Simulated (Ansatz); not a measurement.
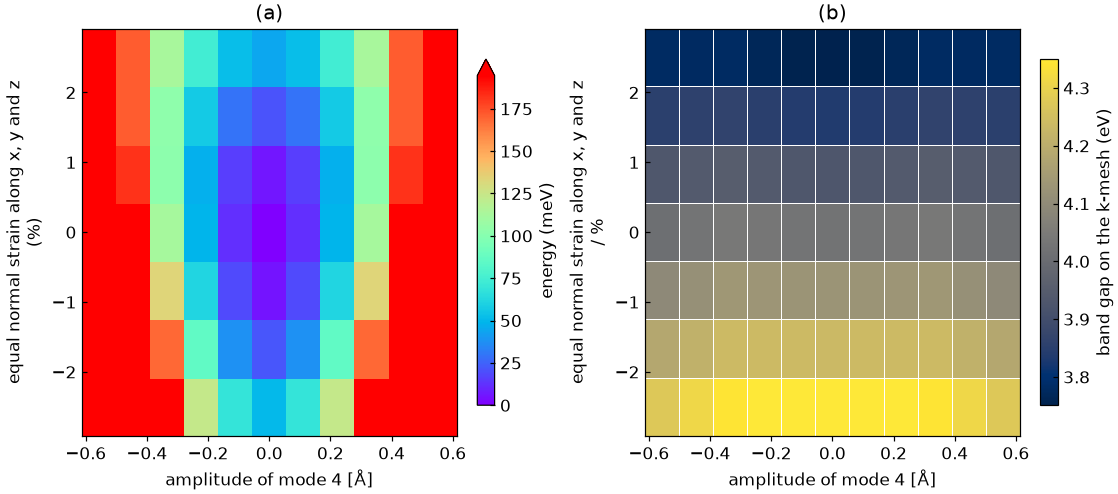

KBr (Pm-3m, No. 221; 4 atoms in the cell). 
- The energy is mapped over a normal mode and a strain (zone-centre modes of the 4-atom cell of this scan, which folds in the wave vector (0, 0, 1/2) of the primitive cell) (x, y and z along the cube axes).
- First axis: amplitude of mode 4 (57 cm⁻¹), largest displacement in the unstrained cell. Second axis: equal normal strain along x, y and z.
- Nothing is relaxed (the pattern is fixed in fractional coordinates).
- The grid has 11 × 7 points; 42 points were computed and 35 follow by symmetry.
- Points are written as (first, second).
- Energies are in meV per cell, from the lowest grid point.
- Level of theory: DFT LDA, scalar-relativistic, plane waves, PAW in Ansatz. Settings: cutoff 420 eV, k-mesh 6×6×4 in the order of the run's cell vectors, gaussian smearing 0.05 eV, no spin polarisation.

Panel (a) is the energy; panel (b) is the computed band gap on the k-mesh, in eV.

Drawn: one coloured cell a grid point, one colour for all values above the top of the scale.

**How does the band gap on the k-mesh vary over the map, and what is it at the lowest grid point?**

It runs from 3.75 eV at (0.000 Å, 2.50 %) to 4.35 eV at (0.000 Å, −2.50 %). At the lowest grid point, (0.000 Å, 0.00 %), it is 4.02 eV.
